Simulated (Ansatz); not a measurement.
# Mg8HO8 (charge +1): geometry relaxation (part 2 of 2)

The same run, continued: Mg8HO8 (defect cell, 17 atoms in the cell, total charge +1); DFT PBE, scalar-relativistic, plane waves, PAW, PAW set soft_1, no spin polarisation (Ansatz 0.2.0); cutoff 420 eV, 3×3×3 k-mesh, Gaussian smearing of 0.02 eV. The structure derives from an entry of the Crystallography Open Database. It belongs to a series of runs on one base structure; here: end point B relaxed.

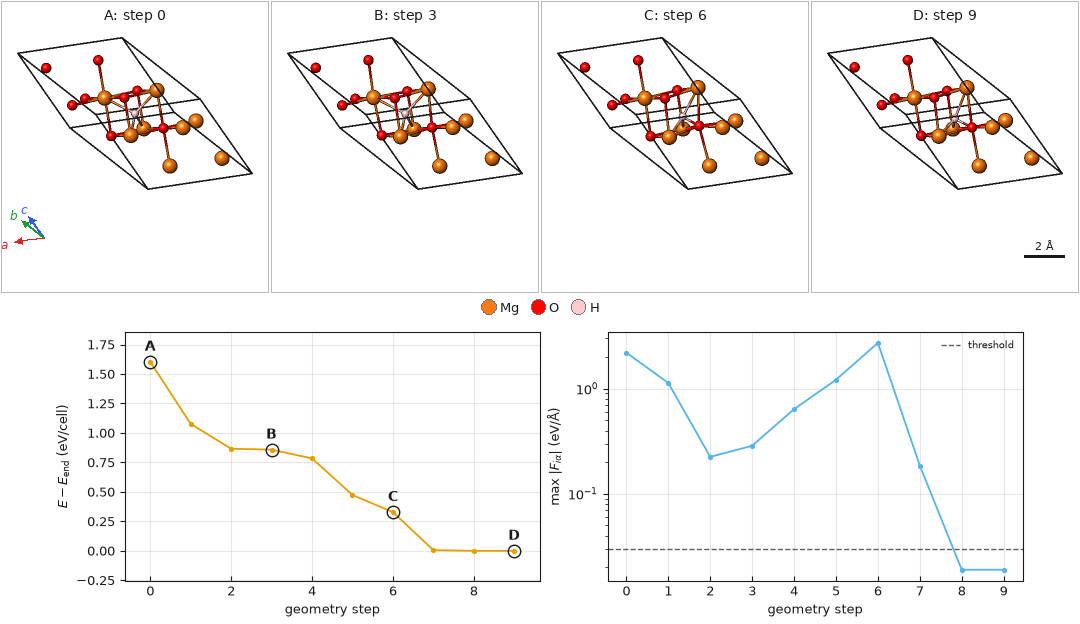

Fig. 1: Frames of the relaxation (ball-and-stick view of the cell of the calculation (origin shifted), seen at an oblique angle) above the curves, on which the letters mark them (the first geometry is step 0 here and step 1 in the log).

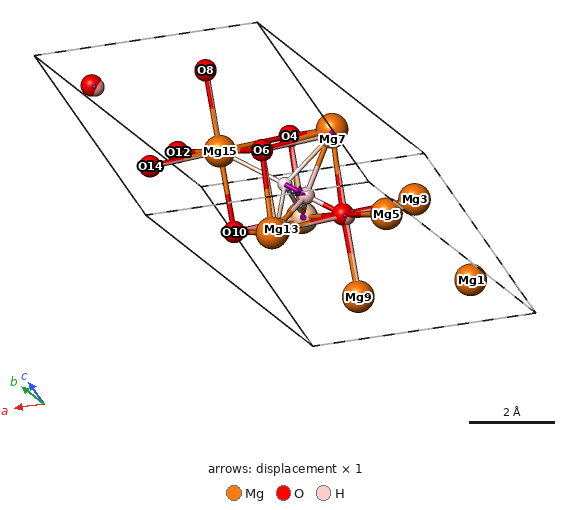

Fig. 2: Start (faint) and end (solid) with the displacements as pink arrows, at true length (ball-and-stick view of the cell of the calculation (origin shifted), seen at an oblique angle). The energy falls by 1.604 eV per cell of the calculation in 9 geometry steps. The largest force component goes from 2.2 to 0.019 eV/Å. The largest move is that of H17, 0.57 Å. Largest moves by element: H 0.57 Å, Mg 0.13 Å, O 0.09 Å. The lattice vectors keep their values. Among the contacts that change: O2–H17 1.636 → 0.986 Å, Mg15–H17 1.740 → 2.322 Å, O2–Mg11 1.948 → 2.035 Å, Mg11–O16 1.949 → 1.870 Å. New bonds form: O2–H17 (1.64 → 0.99 Å). Bonds break: Mg15–H17 (1.74 → 2.32 Å). Among the angles that change: Mg7–H17–Mg11 110.1° → 119.6°, Mg7–O6–Mg13 90.0° → 97.6°, Mg11–O8–Mg13 90.0° → 83.2°. (Atoms are counted from 1 in the order of the input.)

```
SCF converged after 3 iterations
Free energy (F): -19973.782440 eV
Harris-Foulkes:  -19973.782440 eV  (|F-HF|=3.49e-8)
Internal energy: -19973.782440 eV  (E = F + TS)
E sigma→0 (E₀):  -19973.782440 eV
Fermi energy:    14.384595 eV
--- Per-component energies (eV) ---
  E_band       = -1915.161028
  E_kinetic    = 2014.178563
  E_local      = -12341.417068  (includes V_loc(G=0)·N_el)
  E_nonlocal   = 1979.325976
  E_hartree    = 4079.043801
  E_xc         = -824.632978
  E_vxc        = -1058.006249  (∫ρ·V_xc dr)
  E_paw        = -3701.211922  (= ΣΔE_a)
  E_vpaw       = -667.330362  (= ΣTr[D̂ρ^β])
  E_aug_tail   = 0.002546  (compensation charges beyond the density's cutoff)
  E_ewald      = -11179.071358
  E_smearing   = -0.000000  (= −TS)
  E_closure    = -0.000000  (closes the sum)
  E_deformation_potential = 23.341355  (in the stress; not in F)
  Σ components = -19973.782440   (vs F -19973.782440, Δ=0.00e0)
--- Forces (eV/Å), atoms counted from 1 ---
  atom   1  Mg    -0.00600631    -0.00590855    -0.00596336
  atom   2  O     -0.00477383    -0.00448347    -0.00494865
  atom   3  Mg     0.00248082     0.00261142    -0.00642626
  atom   4  O     -0.00116783    -0.00146467     0.00228726
  atom   5  Mg     0.00284078    -0.00623006     0.00286048
  atom   6  O     -0.00085181     0.00162027    -0.00080980
  atom   7  Mg    -0.00277339    -0.00338387    -0.00373443
  atom   8  O      0.00276308     0.00032430    -0.00029783
  atom   9  Mg    -0.00639543     0.00268348     0.00252006
  atom  10  O      0.00230488    -0.00146069    -0.00112148
  atom  11  Mg    -0.00308979    -0.00318695    -0.00315080
  atom  12  O      0.00019119     0.00251823     0.00013624
  atom  13  Mg    -0.00370063    -0.00348839    -0.00272169
  atom  14  O     -0.00025910     0.00025722     0.00279134
  atom  15  Mg    -0.00060135    -0.00081575    -0.00062570
  atom  16  O      0.00149078     0.00142187     0.00149384
  atom  17  H      0.01752323     0.01895820     0.01768688
  max |Σ_I F_I| component: 2.74e-5 eV/Å
--- Relaxed structure (10 steps of the walk, 10 accepted, 0 SCFs on fresh bases) ---
  F+E_penalty+E_count = -19973.78244043 eV   max|allowed force component| = 1.896e-2 eV/Å
  atoms:
    - { symbol: Mg, position: [0.0009926944137630563, 0.0015808057816852417, 0.0009013930541243405] }
    - { symbol: O, position: [0.25592594953394293, 0.25653673509058644, 0.2558325252925387] }
    - { symbol: Mg, position: [0.0008700057973096949, 0.0014627693733674481, 0.5050577312356351] }
    - { symbol: O, position: [0.2513375813035147, 0.2519330047078453, 0.7485451260251916] }
    - { symbol: Mg, position: [0.000863791547231485, 0.5057498372445793, 0.000772296946198181] }
    - { symbol: O, position: [0.25134540122556365, 0.7492057496459026, 0.2512555932274718] }
    - { symbol: Mg, position: [-0.021482619923232943, 0.5173101537758072, 0.5166259522695151] }
    - { symbol: O, position: [0.25321465655139597, 0.7514605010987823, 0.750763789945036] }
    - { symbol: Mg, position: [0.5051477415593795, 0.001463023844436806, 0.0007778170209762902] }
    - { symbol: O, position: [0.7486386428587097, 0.2519314865743955, 0.2512469636881385] }
    - { symbol: Mg, position: [0.5167040303269087, -0.02086257679354006, 0.5166109584583013] }
    - { symbol: O, position: [0.7508647552879228, 0.2538015329275629, 0.7507730008072374] }
    - { symbol: Mg, position: [0.5167167195834396, 0.5173063856517134, -0.021569210983012566] }
    - { symbol: O, position: [0.7508551479619536, 0.7514602485761614, 0.2531223448613793] }
    - { symbol: Mg, position: [0.5009838630894943, 0.5015671586648918, 0.500892132424594] }
    - { symbol: O, position: [0.756346336170925, 0.7569528255839367, 0.756256667523797] }
    - { symbol: H, position: [0.3289385427117789, 0.32962469825188645, 0.32885984820287867] }
```

### Trajectory as extended XYZ (Å, eV, eV/Å), 6 of the 10 frames kept, from step=1 to step=10
```
17
Lattice="0.0000 3.8970 3.8970 3.8970 0.0000 3.8970 3.8970 3.8970 0.0000" Properties=species:S:1:pos:R:3:forces:R:3 step=1 energy=-19972.17831
Mg    0.0000    0.0000    0.0000   -0.6848  -0.7550  -0.6747
O     1.9485    1.9485    1.9485    0.7412   0.7033   0.7469
Mg    1.9485    1.9485    0.0000    0.7645   0.6943  -0.8238
O     3.8970    3.8970    1.9485   -0.5155  -0.5419   0.4948
Mg    1.9485    0.0000    1.9485    0.6786  -0.8182   0.6886
O     3.8970    1.9485    3.8970   -0.6616   0.5981  -0.6566
Mg    3.8970    1.9485    1.9485    2.1624  -1.9263  -2.0640
O     5.8455    3.8970    3.8970   -0.0058   0.0153   0.0092
Mg    0.0000    1.9485    1.9485   -0.8231   0.6835   0.7638
O     1.9485    3.8970    3.8970    0.5078  -0.5603  -0.5291
Mg    1.9485    3.8970    1.9485   -1.7341   1.9510  -1.7502
O     3.8970    5.8455    3.8970    0.0139  -0.0051   0.0131
Mg    1.9485    1.9485    3.8970   -2.0981  -1.9762   2.1978
O     3.8970    3.8970    5.8455    0.0094   0.0147  -0.0059
Mg    3.8970    3.8970    3.8970    1.6205   1.7243   1.6054
O     5.8455    5.8455    5.8455   -0.0124  -0.0078  -0.0132
H     2.9041    2.8642    2.9101    0.0370   0.2064  -0.0022
17
Lattice="0.0000 3.8970 3.8970 3.8970 0.0000 3.8970 3.8970 3.8970 0.0000" Properties=species:S:1:pos:R:3:forces:R:3 step=3 energy=-19972.91597
Mg   -0.0099   -0.0085   -0.0101    0.0348   0.0231   0.0358
O     1.9911    1.9872    1.9917    0.1112   0.1179   0.1101
Mg    1.9545    1.9560   -0.0047   -0.0175  -0.0304  -0.0003
O     3.8714    3.8681    1.9716    0.0584   0.0702  -0.0492
Mg    1.9579   -0.0065    1.9577   -0.0336   0.0031  -0.0325
O     3.8596    1.9789    3.8602   -0.0094   0.0276  -0.0109
Mg    3.9578    1.8975    1.8921   -0.0062   0.0377   0.0268
O     5.8483    3.8890    3.8923    0.0218  -0.0247  -0.0228
Mg   -0.0050    1.9564    1.9548    0.0000  -0.0317  -0.0178
O     1.9725    3.8666    3.8705   -0.0425   0.0648   0.0514
Mg    1.9037    3.9512    1.9031    0.0594  -0.0304   0.0591
O     3.8873    5.8499    3.8878   -0.0285   0.0260  -0.0283
Mg    1.8911    1.8959    3.9588    0.0236   0.0343  -0.0028
O     3.8925    3.8897    5.8481   -0.0222  -0.0240   0.0213
Mg    3.9375    3.9419    3.9369   -0.0783  -0.0696  -0.0785
O     5.8565    5.8536    5.8570    0.0321   0.0307   0.0323
H     2.9012    2.8611    2.9065   -0.1030  -0.2246  -0.0938
17
Lattice="0.0000 3.8970 3.8970 3.8970 0.0000 3.8970 3.8970 3.8970 0.0000" Properties=species:S:1:pos:R:3:forces:R:3 step=5 energy=-19972.99827
Mg   -0.0068   -0.0014   -0.0074   -0.0462  -0.0349  -0.0508
O     2.0162    2.0111    2.0169    0.2749   0.2303   0.2813
Mg    1.9527    1.9581    0.0015    0.0215   0.0342  -0.0915
O     3.8844    3.8818    1.9592    0.1024   0.1187  -0.0693
Mg    1.9582    0.0020    1.9577    0.0481  -0.1017   0.0434
O     3.8541    1.9836    3.8547    0.0526  -0.0438   0.0545
Mg    3.9718    1.9010    1.8881    0.2719  -0.0133  -0.0995
O     5.8483    3.8872    3.8922   -0.1041   0.1223   0.1150
Mg    0.0014    1.9588    1.9528   -0.0931   0.0405   0.0231
O     1.9617    3.8786    3.8817   -0.0763   0.1235   0.1083
Mg    1.9141    3.9583    1.9130    0.0021   0.2149  -0.0014
O     3.8818    5.8539    3.8825    0.1158  -0.0941   0.1148
Mg    1.8863    1.8980    3.9737   -0.1002  -0.0172   0.2751
O     3.8927    3.8884    5.8478    0.1155   0.1217  -0.1048
Mg    3.9218    3.9330    3.9207   -0.0190   0.0301  -0.0212
O     5.8674    5.8633    5.8681   -0.1015  -0.0923  -0.1027
H     2.8619    2.7727    2.8709   -0.4643  -0.6388  -0.4743
17
Lattice="0.0000 3.8970 3.8970 3.8970 0.0000 3.8970 3.8970 3.8970 0.0000" Properties=species:S:1:pos:R:3:forces:R:3 step=6 energy=-19973.30896
Mg   -0.0029    0.0062   -0.0037   -0.1494   0.0237  -0.1730
O     2.0574    2.0500    2.0581    0.3766   0.1668   0.4022
Mg    1.9524    1.9616    0.0070   -0.0405   0.1276  -0.1227
O     3.9052    3.9044    1.9410    0.0484   0.0921   0.0512
Mg    1.9600    0.0096    1.9592    0.1696  -0.1370   0.1459
O     3.8486    1.9888    3.8490    0.2551  -0.2281   0.2613
Mg    3.9966    1.9069    1.8825    0.5234  -0.0091  -0.0869
O     5.8460    3.8880    3.8953   -0.1844   0.2299   0.2204
Mg    0.0070    1.9625    1.9524   -0.1258   0.1546  -0.0371
O     1.9452    3.8994    3.9007    0.0096   0.1278   0.0874
Mg    1.9290    3.9728    1.9273   -0.0345   0.4307  -0.0321
O     3.8785    5.8558    3.8795    0.2065  -0.1549   0.2056
Mg    1.8797    1.9023    3.9995   -0.0832  -0.0017   0.5269
O     3.8960    3.8897    5.8454    0.2215   0.2299  -0.1862
Mg    3.8992    3.9195    3.8977    0.0936   0.1087   0.0967
O     5.8793    5.8734    5.8802   -0.1451  -0.1365  -0.1460
H     2.7909    2.6373    2.8031   -1.1409  -1.0236  -1.2132
17
Lattice="0.0000 3.8970 3.8970 3.8970 0.0000 3.8970 3.8970 3.8970 0.0000" Properties=species:S:1:pos:R:3:forces:R:3 step=8 energy=-19973.77671
Mg    0.0160    0.0147    0.0163   -0.1147  -0.1142  -0.1143
O     1.9915    1.9893    1.9919    0.1858   0.1776   0.1857
Mg    1.9729    1.9717    0.0022    0.0325   0.0301   0.0956
O     3.8998    3.8975    1.9642   -0.0017  -0.0026   0.0020
Mg    1.9737    0.0001    1.9740    0.0306   0.0903   0.0314
O     3.8980    1.9628    3.8984   -0.0020   0.0024  -0.0021
Mg    4.0230    1.9323    1.9334    0.1570  -0.1059  -0.1062
O     5.8572    3.9125    3.9152    0.0034   0.0258   0.0231
Mg    0.0018    1.9718    1.9732    0.0954   0.0291   0.0325
O     1.9638    3.8974    3.9001    0.0030  -0.0022  -0.0019
Mg    1.9353    4.0189    1.9357   -0.1045   0.1447  -0.1045
O     3.9137    5.8561    3.9141    0.0286  -0.0003   0.0285
Mg    1.9330    1.9322    4.0234   -0.1062  -0.1054   0.1571
O     3.9148    3.9126    5.8576    0.0229   0.0256   0.0037
Mg    3.9108    3.9098    3.9111   -0.0198  -0.0260  -0.0200
O     5.8944    5.8919    5.8948   -0.0547  -0.0556  -0.0552
H     2.5682    2.5569    2.5686   -0.1553  -0.1130  -0.1551
17
Lattice="0.0000 3.8970 3.8970 3.8970 0.0000 3.8970 3.8970 3.8970 0.0000" Properties=species:S:1:pos:R:3:forces:R:3 step=10 energy=-19973.78244
Mg    0.0097    0.0074    0.0100   -0.0060  -0.0059  -0.0060
O     1.9967    1.9943    1.9971   -0.0048  -0.0045  -0.0049
Mg    1.9739    1.9716    0.0091    0.0025   0.0026  -0.0064
O     3.8989    3.8965    1.9612   -0.0012  -0.0015   0.0023
Mg    1.9739    0.0064    1.9743    0.0028  -0.0062   0.0029
O     3.8988    1.9586    3.8991   -0.0009   0.0016  -0.0008
Mg    4.0292    1.9296    1.9322   -0.0028  -0.0034  -0.0037
O     5.8542    3.9125    3.9152    0.0028   0.0003  -0.0003
Mg    0.0087    1.9716    1.9743   -0.0064   0.0027   0.0025
O     1.9609    3.8966    3.8992    0.0023  -0.0015  -0.0011
Mg    1.9319    4.0268    1.9323   -0.0031  -0.0032  -0.0032
O     3.9148    5.8519    3.9152    0.0002   0.0025   0.0001
Mg    1.9319    1.9296    4.0296   -0.0037  -0.0035  -0.0027
O     3.9149    3.9125    5.8545   -0.0003   0.0003   0.0028
Mg    3.9066    3.9043    3.9069   -0.0006  -0.0008  -0.0006
O     5.8970    5.8946    5.8973    0.0015   0.0014   0.0015
H     2.5661    2.5634    2.5664    0.0175   0.0190   0.0177
```

This output came from the following input.

### Input
```yaml
crystal:
  lattice:
    - [0.0, 3.897, 3.897]
    - [3.897, 0.0, 3.897]
    - [3.897, 3.897, 0.0]
  atoms:
    - { symbol: Mg, position: [0.0, 0.0, 0.0] }
    - { symbol: O, position: [0.25, 0.25, 0.25] }
    - { symbol: Mg, position: [0.0, 0.0, 0.5] }
    - { symbol: O, position: [0.25, 0.25, 0.75] }
    - { symbol: Mg, position: [0.0, 0.5, 0.0] }
    - { symbol: O, position: [0.25, 0.75, 0.25] }
    - { symbol: Mg, position: [0.0, 0.5, 0.5] }
    - { symbol: O, position: [0.25, 0.75, 0.75] }
    - { symbol: Mg, position: [0.5, 0.0, 0.0] }
    - { symbol: O, position: [0.75, 0.25, 0.25] }
    - { symbol: Mg, position: [0.5, 0.0, 0.5] }
    - { symbol: O, position: [0.75, 0.25, 0.75] }
    - { symbol: Mg, position: [0.5, 0.5, 0.0] }
    - { symbol: O, position: [0.75, 0.75, 0.25] }
    - { symbol: Mg, position: [0.5, 0.5, 0.5] }
    - { symbol: O, position: [0.75, 0.75, 0.75] }
    - { symbol: H, position: [0.36826324, 0.37848434, 0.36672493] }
total_charge: 1
basis:
  ecutwfc: 420.0
kpoints:
  mp_grid: { grid: [3, 3, 3] }
hamiltonian:
  xc: pbe
  pseudopotentials: { kind: paw, azcp: { folder: soft_1 } }
scf:
  occupations: { method: gaussian, width: 0.02 }
  lower_state_search: "off"
relax:
  f_tol: 0.03
  max_steps: 60
  adjacent_minimum: "off"
```

Command:
```bash
ansatz run input.yaml --threads 2 --pin off --max-ram 5120MiB --backend cpu --events-out ev --progress --plain --runs-dir out
```

### Key numbers

- outcome: converged
- electrons treated: 128
- free energy: −19973.7824 eV
- Fermi energy: 14.385 eV
- final volume: 118.36 Å³
- largest force (length of the vector) at the end: 0.031 eV/Å
- hardware: 2 threads of Arm Neoverse V2, 24 GiB of memory available, shared host
- wall time: 44 s (CPU time 85 s)
- peak memory: 0.44 GiB

### Remarks

The cell is charged and computed with a neutralising background, so its energy and pressure depend on the cell and aren't those of a real crystal.
